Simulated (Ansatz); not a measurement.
**Two runs on W**

System: W (4 atoms in the cell).
Method of run A: DFT PBE, scalar-relativistic, plane waves, PAW, no spin polarisation (Ansatz 0.2.0).

The structure derives from a Materials Project entry. Text and figures count atoms from 1; the logs count them from 0 in places.

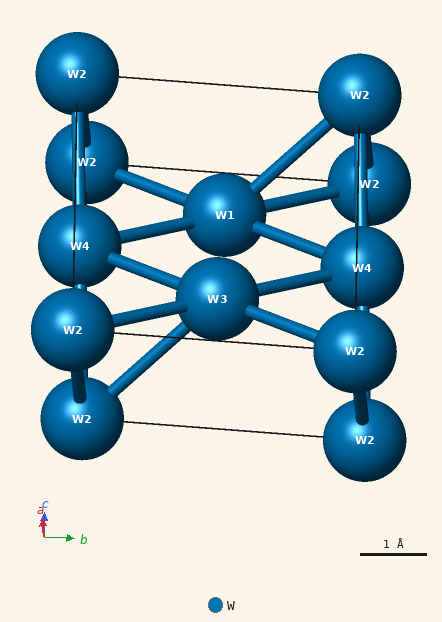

The structure (ball-and-stick view of the reduced cell, seen at an oblique angle; atoms are numbered from 1 in the order of the input).

The input, run A:
```yaml
crystal:
  lattice:
    - [6.6994691467, -2.967e-07, -0.0012972618]
    - [-3.3497348302, 5.8019101232, -0.0020049847]
    - [-1.6751834593, 1.4497309201, 1.6223081964]
  atoms:
    - { symbol: W, position: [0.25, 0.5, 0.0] }
    - { symbol: W, position: [0.0, 0.0, 0.0] }
    - { symbol: W, position: [0.75, 0.5, 0.0] }
    - { symbol: W, position: [0.5, 0.0, 0.0] }
basis:
  ecutwfc: 420
kpoints:
  mp_grid: { grid: [6, 6, 21] }
hamiltonian:
  xc: pbe
scf:
  occupations: { method: gaussian, width: 0.1 }
output:
  forces: true
  stress: true
  eigenvalues: true
```

Launched with:
```bash
ansatz run input.yaml --threads 8 --pin off --max-ram 20480MiB --backend cpu --events-out ev --progress --plain --runs-dir out
```

Hardware: 8 threads of AMD EPYC (Zen 5), 64 GiB of memory available, shared host.

Output, shortened to warnings, some set-up lines, iterations and results (run A):
```
Basis set: ecut = 420 eV, 1229 PW (Γ), exchange–correlation on 90×90×40 points (8 copies of the dense FFT grid, shifted against one another)
Symmetry: 8 space group operations
k-points: 380 of 756
Initial density: superposition of atomic densities (neutral atoms: chi_scale 0, normalization atom), corrected by the library's trained network
[...]
SCF iter   1: F=—  HF=-41538.520779 eV  |F-HF|=—  |Δ(HF+E_count)|=         —  Δρ=4.39e-3  dr2=3.96e-3  ethr=1.77e-3  ⟨swp⟩=4.8  Hψ=50866  notcnv=0
SCF iter   2: F=—  HF=-41538.520672 eV  |F-HF|=—  |Δ(HF+E_count)|=   1.07e-4  Δρ=2.55e-3  dr2=1.37e-3  ethr=7.07e-6  ⟨swp⟩=1.8  Hψ=17636  notcnv=0  defer=1
SCF iter   3: F=—  HF=-41538.520803 eV  |F-HF|=—  |Δ(HF+E_count)|=   1.31e-4  Δρ=1.55e-4  dr2=6.07e-6  ethr=2.45e-6  ⟨swp⟩=2.5  Hψ=18866  notcnv=0  defer=1
SCF iter   4: F=—  HF=-41538.520785 eV  |F-HF|=—  |Δ(HF+E_count)|=   1.78e-5  Δρ=2.73e-5  dr2=2.53e-7  ethr=1.08e-8  ⟨swp⟩=2.3  Hψ=22431  notcnv=0  defer=1
SCF iter   5: F=-41538.520785 eV  HF=-41538.520785 eV  |F-HF|=1.20e-9  |Δ(HF+E_count)|=   3.00e-8  Δρ=6.60e-6  dr2=1.45e-8  ethr=4.52e-10  ⟨swp⟩=1.8  Hψ=15113  notcnv=0  …
SCF iter   6: F=-41538.520785 eV  HF=-41538.520785 eV  |F-HF|=1.46e-11  |Δ(HF+E_count)|=  2.33e-10  Δρ=9.65e-7  dr2=3.30e-10  ethr=2.59e-11  ⟨swp⟩=4.4  Hψ=43184  notcnv=0
SCF 1 converged in 6 iterations: F = -41538.520785 eV  dr2 = 3.30e-10
SCF converged after 6 iterations
Free energy (F): -41538.520785 eV
Harris-Foulkes:  -41538.520785 eV  (|F-HF|=1.46e-11)
Internal energy: -41538.508973 eV  (E = F + TS)
E sigma→0 (E₀):  -41538.514879 eV
Entropy (-TS):   -0.011812 eV (-2.953 meV/atom)
Fermi energy:    22.739126 eV
--- Per-component energies (eV) ---
  E_band       = -316.904259
  E_kinetic    = 1803.771948
  E_local      = -2387.373829  (includes V_loc(G=0)·N_el)
  E_nonlocal   = 2.172210
  E_hartree    = 860.705434
  E_xc         = -1069.024971
  E_vxc        = -956.843278  (∫ρ·V_xc dr)
  E_paw        = -34250.146277  (= ΣΔE_a)
  E_vpaw       = -500.041850  (= ΣTr[D̂ρ^β])
  E_aug_tail   = -0.000241  (compensation charges beyond the density's cutoff)
  E_ewald      = -6498.613247
  E_smearing   = -0.011812  (= −TS)
  E_closure    = 0.000000  (closes the sum)
  Σ components = -41538.520785   (vs F -41538.520785, Δ=0.00e0)
--- Forces (eV/Å), atoms counted from 1 ---
  atom   1  W     -0.00000000     0.00000000     0.00000000
  atom   2  W      0.00000000     0.00000000     0.00000000
  atom   3  W     -0.00000000     0.00000000     0.00000000
  atom   4  W      0.00000000     0.00000000     0.00000000
  max |Σ_I F_I| component: 3.05e-26 eV/Å
--- Stress (GPa, compression-positive) ---
       -6.550356      -0.043417      -0.026315
       -0.043417      37.155721      -0.065773
       -0.026315      -0.065773       0.013294
  P = ⅓ Tr σ = 10.2062 GPa (102.062 kbar)
```

For run B the input was changed thus:
```diff
-  mp_grid: { grid: [6, 6, 21] }
+  mp_grid: { grid: [9, 9, 32] }
+  dispersion: d3bjatm
```

How does run B compare with run A?

The total energies belong to different models, so their difference says nothing on which is more stable or more accurate. The pressure goes from 10.21 to 4.41 GPa. The number of SCF iterations is the same. The irreducible k-points go from 380 to 1297.

Output, shortened to warnings, some set-up lines, iterations and results (run B):
```
Basis set: ecut = 420 eV, 1229 PW (Γ), exchange–correlation on 90×90×40 points (8 copies of the dense FFT grid, shifted against one another)
Symmetry: 8 space group operations
k-points: 1297 of 2592
Initial density: superposition of atomic densities (neutral atoms: chi_scale 0, normalization atom), corrected by the library's trained network
[...]
SCF iter   1: F=—  HF=-41541.008553 eV  |F-HF|=—  |Δ(HF+E_count)|=         —  Δρ=4.48e-3  dr2=4.37e-3  ethr=1.77e-3  ⟨swp⟩=4.8  Hψ=173736  notcnv=0
SCF iter   2: F=—  HF=-41541.008347 eV  |F-HF|=—  |Δ(HF+E_count)|=   2.07e-4  Δρ=2.60e-3  dr2=1.51e-3  ethr=7.80e-6  ⟨swp⟩=1.6  Hψ=57966  notcnv=0  defer=3
SCF iter   3: F=—  HF=-41541.008425 eV  |F-HF|=—  |Δ(HF+E_count)|=   7.87e-5  Δρ=1.64e-4  dr2=7.21e-6  ethr=2.70e-6  ⟨swp⟩=2.3  Hψ=62251  notcnv=0  defer=3
SCF iter   4: F=—  HF=-41541.008408 eV  |F-HF|=—  |Δ(HF+E_count)|=   1.75e-5  Δρ=2.97e-5  dr2=3.34e-7  ethr=1.29e-8  ⟨swp⟩=2.2  Hψ=74815  notcnv=0  defer=3
SCF iter   5: F=-41541.008408 eV  HF=-41541.008408 eV  |F-HF|=2.81e-9  |Δ(HF+E_count)|=   2.47e-9  Δρ=7.61e-6  dr2=2.09e-8  ethr=5.97e-10  ⟨swp⟩=1.7  Hψ=50707  notcnv=0  …
SCF iter   6: F=-41541.008408 eV  HF=-41541.008408 eV  |F-HF|=5.09e-11  |Δ(HF+E_count)|=   1.42e-9  Δρ=1.11e-6  dr2=4.34e-10  ethr=3.74e-11  ⟨swp⟩=4.6  Hψ=160326  notcnv=0
SCF 1 converged in 6 iterations: F = -41541.008408 eV  dr2 = 4.34e-10
SCF converged after 6 iterations
Free energy (F): -41541.008408 eV
Harris-Foulkes:  -41541.008408 eV  (|F-HF|=5.09e-11)
Internal energy: -41540.996482 eV  (E = F + TS)
E sigma→0 (E₀):  -41541.002445 eV
Entropy (-TS):   -0.011926 eV (-2.981 meV/atom)
Fermi energy:    22.739442 eV
--- Per-component energies (eV) ---
  E_band       = -316.913389
  E_kinetic    = 1803.753699
  E_local      = -2387.361499  (includes V_loc(G=0)·N_el)
  E_nonlocal   = 2.184946
  E_hartree    = 860.693466
  E_xc         = -1069.019579
  E_vxc        = -956.837118  (∫ρ·V_xc dr)
  E_paw        = -34250.145963  (= ΣΔE_a)
  E_vpaw       = -500.040043  (= ΣTr[D̂ρ^β])
  E_aug_tail   = -0.000241  (compensation charges beyond the density's cutoff)
  E_ewald      = -6498.613247
  E_disp       = -2.488063  (pairwise vdW)
  E_smearing   = -0.011926  (= −TS)
  E_closure    = -0.000000  (closes the sum)
  Σ components = -41541.008408   (vs F -41541.008408, Δ=0.00e0)
--- Forces (eV/Å), atoms counted from 1 ---
  atom   1  W     -0.00000000     0.00000000     0.00000000
  atom   2  W      0.00000000     0.00000000     0.00000000
  atom   3  W      0.00000000    -0.00000000    -0.00000000
  atom   4  W      0.00000000     0.00000000     0.00000000
  max |Σ_I F_I| component: 1.44e-26 eV/Å
--- Stress (GPa, compression-positive) ---
      -12.261585      -0.027543       0.070815
       -0.027543      31.366443       0.113631
        0.070815       0.113631      -5.877502
  P = ⅓ Tr σ = 4.4091 GPa (44.091 kbar)
```

The two runs side by side:

| quantity | run A | run B |
| --- | --- | --- |
| outcome | converged | converged |
| free energy per atom (eV) | −10384.6302 | −10385.2521 |
| energy per atom, smearing taken to zero (eV) | −10384.6287 | −10385.2506 |
| gap on the mesh (eV) | 0.00 | 0.00 |
| pressure (GPa) | 10.21 | 4.41 |
| largest force (eV/Å) | 0.000 | 0.000 |
| SCF iterations | 6 | 6 |
| irreducible k-points | 380 | 1297 |
| plane waves at Γ | 1229 | 1229 |
| wall time (shared host) | 1.8 s | 5.8 s |

For both runs: Spin–orbit coupling is left out, which matters for W.
